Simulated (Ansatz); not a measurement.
## Single-point calculation, with input and output: Ga2O3 (part 2 of 2)

Continued. System: Ga2O3 (C2/m, 40 atoms in the cell). Method: DFT LDA, scalar-relativistic, plane waves, PAW, no spin polarisation (Ansatz 0.2.0); cutoff 420 eV, 2×2×2 k-mesh, Gaussian smearing of 0.01 eV. The structure derives from a Materials Project entry. It belongs to a series of runs on one base structure; here: the perfect crystal in a cell of 40 atoms.

Output, continued:
```
  k-point 1: bands = ["-10.5307", "-10.2925", "-9.8942", "-9.8817", "-9.6926", "-9.5116", "-9.4663", "-9.4256", "-9.3927", "-9.3702", "-9.3559", "-9.2144", "-9.1496", "-9.1344", "-9.1281", "-9.0758", "-9.0114", "-8.9595", "-8.9399", "-8.8611", "-8.8428", "-8.8249", "-8.8059", "-8.7847", "-4.9026", "-4.8558", "-4.8426", "-4.8262", "-4.8215", "-4.7928", "-4.7821", "-4.7795", "-4.7546", "-4.7508", "-4.7500", "-4.7177", "-4.7141", "-4.7128", "-4.7127", "-4.6997",
      "-4.6934", "-4.6885", "-4.6882", "-4.6730", "-4.6709", "-4.6457", "-4.6432", "-4.6368", "-4.6356", "-4.6204", "-4.6183", "-4.6109", "-4.5992", "-4.5940", "-4.5915", "-4.5845", "-4.5561", "-4.5548", "-4.5532", "-4.5529", "-4.5420", "-4.5367", "-4.5096", "-4.5035", "-4.4956", "-4.4830", "-4.4636", "-4.4516", "-4.4410", "-4.4135", "-4.4072", "-4.4061", "-4.3836", "-4.3815", "-4.3534", "-4.3489", "-4.3461", "-4.3405", "-4.3380", "-4.3276",
      "-4.3270", "-4.3219", "-4.3162", "-4.2988", "-4.2956", "-4.2893", "-4.2822", "-4.2742", "-4.2357", "-4.2131", "-4.2093", "-4.1438", "-4.0726", "-4.0296", "-3.9927", "-3.9715", "-3.8790", "-3.8132", "-3.6519", "-3.6298", "-3.5190", "-3.4693", "-3.4535", "-3.4237", "1.1741", "1.3542", "1.5641", "1.6776", "1.7645", "1.8353", "1.9182", "1.9997", "2.1806", "2.2399", "2.4192", "2.9768", "3.0648", "3.0765", "3.0898", "3.6592",
      "3.6679", "3.8785", "3.9104", "4.0680", "4.1192", "4.2055", "4.2188", "4.3646", "4.4630", "4.5146", "4.6222", "4.6369", "4.6878", "4.8423", "4.9896", "5.0316", "5.1800", "5.2824", "5.3207", "5.4617", "5.8787", "5.8944", "5.9039", "5.9602", "5.9917", "6.0125", "6.0608", "6.1469", "6.1998", "6.2552", "6.3116", "6.4432", "6.5683", "6.6060", "6.7514", "6.7780", "6.8129", "7.0345", "7.1138", "7.1216",
      "7.1297", "7.1750", "7.1945", "7.2626", "7.3067", "7.3650", "7.3768", "7.4025", "7.5102", "7.6607", "7.6753", "7.6920", "7.7938", "7.8286", "7.9514", "8.0431", "12.1017", "13.2170", "13.6654", "13.9627", "14.2042", "14.3349", "14.4158", "14.7317", "14.8404", "14.9794", "15.0493", "15.3520", "15.5697", "15.7240", "15.8196", "15.9893", "16.1116", "16.5720", "16.6810", "16.8518", "16.8981", "16.9953", "17.0437", "17.2039",
      "17.5533", "17.6404", "18.1124", "18.2071", "18.2248", "18.2796", "18.3788", "18.4356", "19.0623", "19.0692", "19.1448", "19.1726", "19.3893", "19.5524", "19.5536", "19.5823"]
  k-point 2: bands = ["-10.5063", "-10.1787", "-10.0182", "-9.9236", "-9.7649", "-9.5405", "-9.5068", "-9.3978", "-9.3724", "-9.3474", "-9.2618", "-9.2541", "-9.2001", "-9.1177", "-9.0969", "-9.0628", "-8.9865", "-8.9315", "-8.9110", "-8.9106", "-8.8650", "-8.8284", "-8.7954", "-8.7667", "-4.8703", "-4.8659", "-4.8564", "-4.8438", "-4.8381", "-4.8054", "-4.7946", "-4.7853", "-4.7502", "-4.7468", "-4.7418", "-4.7387", "-4.7333", "-4.7254", "-4.7214", "-4.7097",
      "-4.6943", "-4.6920", "-4.6876", "-4.6856", "-4.6813", "-4.6471", "-4.6318", "-4.6276", "-4.6205", "-4.6183", "-4.6122", "-4.6021", "-4.5953", "-4.5946", "-4.5879", "-4.5869", "-4.5613", "-4.5580", "-4.5410", "-4.5285", "-4.5249", "-4.5111", "-4.5065", "-4.5027", "-4.5012", "-4.4968", "-4.4963", "-4.4841", "-4.4642", "-4.4092", "-4.4092", "-4.4034", "-4.3815", "-4.3725", "-4.3633", "-4.3620", "-4.3545", "-4.3510", "-4.3319", "-4.3297",
      "-4.3226", "-4.3198", "-4.3177", "-4.3024", "-4.2900", "-4.2835", "-4.2784", "-4.2552", "-4.2448", "-4.1825", "-4.1796", "-4.0569", "-4.0240", "-3.9154", "-3.9007", "-3.8712", "-3.8598", "-3.8419", "-3.6735", "-3.6643", "-3.6630", "-3.5922", "-3.5372", "-3.4061", "1.2861", "1.3590", "1.4302", "1.7186", "1.7657", "1.8149", "1.9174", "1.9297", "2.1430", "2.3507", "2.3944", "2.9517", "2.9685", "3.0903", "3.2976", "3.4170",
      "3.4412", "3.7347", "3.8226", "3.9192", "4.0329", "4.2782", "4.2934", "4.4575", "4.6405", "4.6409", "4.6445", "4.7757", "4.8514", "5.1019", "5.2056", "5.2108", "5.2959", "5.3393", "5.3811", "5.5311", "5.5762", "5.6444", "5.6565", "5.7600", "5.8298", "5.8790", "5.9111", "6.1947", "6.2314", "6.3202", "6.5028", "6.5986", "6.6651", "6.7644", "6.7903", "6.8404", "6.9137", "6.9345", "7.0326", "7.0425",
      "7.0679", "7.1269", "7.2037", "7.2690", "7.2772", "7.3799", "7.4051", "7.4130", "7.5702", "7.6024", "7.6072", "7.6085", "7.6484", "7.9625", "8.0096", "8.0542", "12.4179", "13.2752", "13.7748", "13.8181", "13.8372", "14.4637", "14.4843", "14.8528", "15.0482", "15.1224", "15.1825", "15.2142", "15.3927", "15.5764", "15.9513", "16.0472", "16.1966", "16.2715", "16.3402", "16.3877", "16.8674", "16.8706", "16.9953", "17.1887",
      "17.4085", "17.7409", "17.8954", "17.9049", "18.1606", "18.2397", "18.3344", "18.3711", "18.7190", "18.7938", "18.9612", "19.0979", "19.2216", "19.5923", "19.7464", "19.8251"]
  k-point 3: bands = ["-10.4622", "-10.3066", "-9.9627", "-9.9346", "-9.6375", "-9.5366", "-9.4864", "-9.4664", "-9.3817", "-9.3326", "-9.2647", "-9.2186", "-9.2094", "-9.1701", "-9.1697", "-9.0859", "-8.9999", "-8.9026", "-8.8865", "-8.8766", "-8.8755", "-8.8238", "-8.8158", "-8.7384", "-4.8750", "-4.8550", "-4.8453", "-4.8377", "-4.8349", "-4.8142", "-4.7910", "-4.7807", "-4.7737", "-4.7507", "-4.7497", "-4.7344", "-4.7302", "-4.7294", "-4.7217", "-4.7124",
      "-4.7027", "-4.6948", "-4.6876", "-4.6860", "-4.6860", "-4.6558", "-4.6385", "-4.6362", "-4.6270", "-4.6148", "-4.6038", "-4.5976", "-4.5946", "-4.5734", "-4.5731", "-4.5729", "-4.5592", "-4.5587", "-4.5547", "-4.5483", "-4.5418", "-4.5266", "-4.5216", "-4.4963", "-4.4961", "-4.4922", "-4.4890", "-4.4779", "-4.4255", "-4.4140", "-4.4020", "-4.3883", "-4.3878", "-4.3781", "-4.3764", "-4.3667", "-4.3500", "-4.3399", "-4.3348", "-4.3279",
      "-4.3210", "-4.3168", "-4.3083", "-4.3077", "-4.2929", "-4.2879", "-4.2742", "-4.2544", "-4.2064", "-4.2047", "-4.1083", "-4.0651", "-4.0070", "-4.0013", "-3.9821", "-3.9240", "-3.8441", "-3.7671", "-3.7471", "-3.6600", "-3.6173", "-3.5708", "-3.5144", "-3.4004", "1.1340", "1.3804", "1.4803", "1.6126", "1.9188", "1.9497", "2.1018", "2.1080", "2.1283", "2.1828", "2.4315", "2.5347", "2.9887", "3.0793", "3.2771", "3.3362",
      "3.4239", "3.5094", "3.9086", "4.0541", "4.1908", "4.2915", "4.4554", "4.4664", "4.5800", "4.6007", "4.7221", "4.7303", "4.9013", "4.9826", "5.0796", "5.1340", "5.2711", "5.3359", "5.3981", "5.4891", "5.6459", "5.7587", "5.8906", "5.8959", "5.9004", "6.0363", "6.0448", "6.0465", "6.1013", "6.2370", "6.3295", "6.5558", "6.5677", "6.5704", "6.7185", "6.8607", "6.9139", "6.9149", "7.0363", "7.0573",
      "7.1290", "7.1398", "7.2128", "7.3004", "7.3184", "7.4450", "7.4521", "7.5053", "7.5062", "7.5177", "7.5930", "7.6039", "7.6685", "8.0044", "8.0230", "8.0765", "12.3373", "13.3550", "13.8177", "13.9052", "14.1269", "14.1885", "14.3924", "14.7623", "14.7707", "14.7716", "15.2348", "15.3287", "15.6746", "15.8108", "15.8240", "15.9322", "15.9536", "16.2486", "16.6055", "16.6438", "16.9460", "17.0057", "17.0112", "17.2114",
      "17.5696", "17.7253", "17.7271", "17.7486", "18.0990", "18.1309", "18.1940", "18.3808", "18.8310", "18.8669", "18.9480", "19.1325", "19.3171", "19.4860", "19.6658", "19.7877"]
```

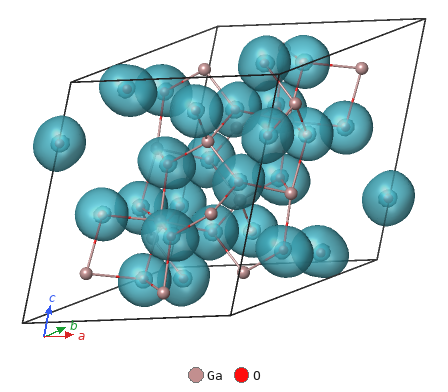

*Isosurface of the electron localisation function at 0.6 (cyan), seen at an oblique angle. Only the valence region is drawn (cores and ρ < 0.01 e/Å³ removed). Sticks mark near contacts. The outline is the calculation cell.*

Values along the shortest contacts: Ga–O (1.82 Å): the ELF is about 0.40 at the midpoint. Ga–O (1.92 Å): the ELF is about 0.35 at the midpoint. The fields are those of the smooth PAW valence density.

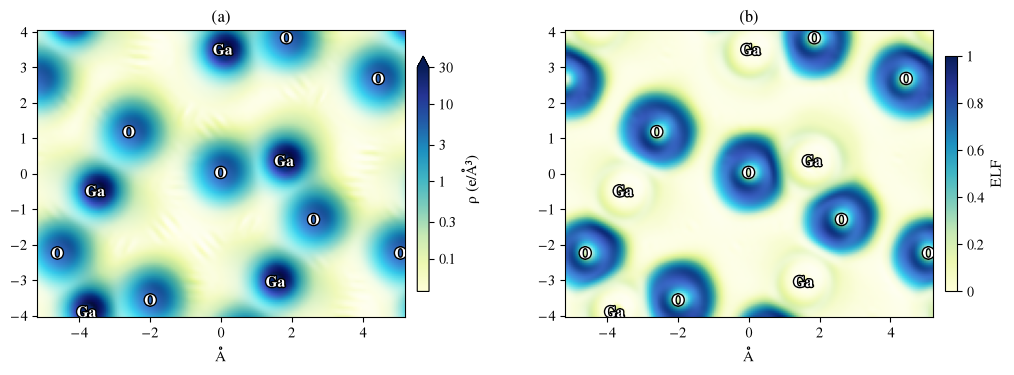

*(a) valence charge density (pseudo); (b) ELF on the (111) plane of the calculation cell.*

Atoms in the plane: Ga and O. Ga–O (1.82 Å): ρ is about 0.87 e/Å³ halfway; the ELF is about 0.40 at the midpoint. Ga–O (1.93 Å): the density is about 0.7 e/Å³ at the midpoint; the ELF is about 0.35 at the midpoint. Ga–O (2.05 Å): the density is about 0.53 e/Å³ at the midpoint; the ELF is about 0.30 at the midpoint. Away from the nuclei the density in this plane falls to 0.04 e/Å³ at its lowest.

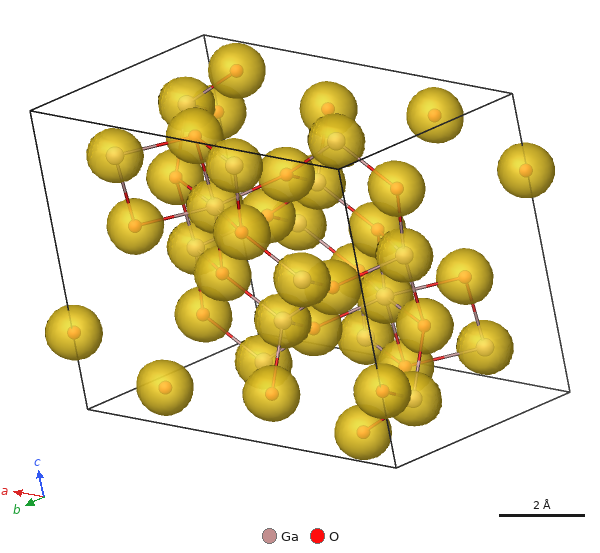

*Isosurface of the valence charge density (pseudo) at 1.5 e/Å³ (yellow), seen at an oblique angle. Sticks mark near contacts. The outline is the calculation cell.*

At this value the density breaks into separate islands; it holds about 65 % of the electrons treated as valence (semicore included). It is pinched off along the Ga–O (1.82 Å), Ga–O (1.92 Å), Ga–O (1.99 Å) and Ga–O (2.05 Å) contacts. On the grid the lowest density along these lines, outside the cores, is 0.87 e/Å³ (Ga–O, 1.82 Å), 0.68 e/Å³ (Ga–O, 1.92 Å), 0.59 e/Å³ (Ga–O, 1.99 Å) and 0.51 e/Å³ (Ga–O, 2.05 Å).

Results in brief:

```json
{"quantity": "outcome", "value": "converged"}
{"quantity": "space group (tolerance 0.01 Å)", "value": "C2/m (12)"}
{"quantity": "electrons treated", "value": "352"}
{"quantity": "free energy", "value": "−72655.6284 eV"}
{"quantity": "Fermi energy", "value": "9.814 eV"}
{"quantity": "gap on the k-point mesh", "value": "3.42 eV"}
{"quantity": "pressure", "value": "0.00 GPa"}
{"quantity": "largest force (length of the vector)", "value": "0.001 eV/Å"}
{"quantity": "hardware", "value": "4 threads of AMD EPYC (Zen 3), 189 GiB of memory available, shared host"}
{"quantity": "wall time", "value": "42 s (CPU time 98 s)"}
{"quantity": "peak memory", "value": "1.7 GiB"}
```
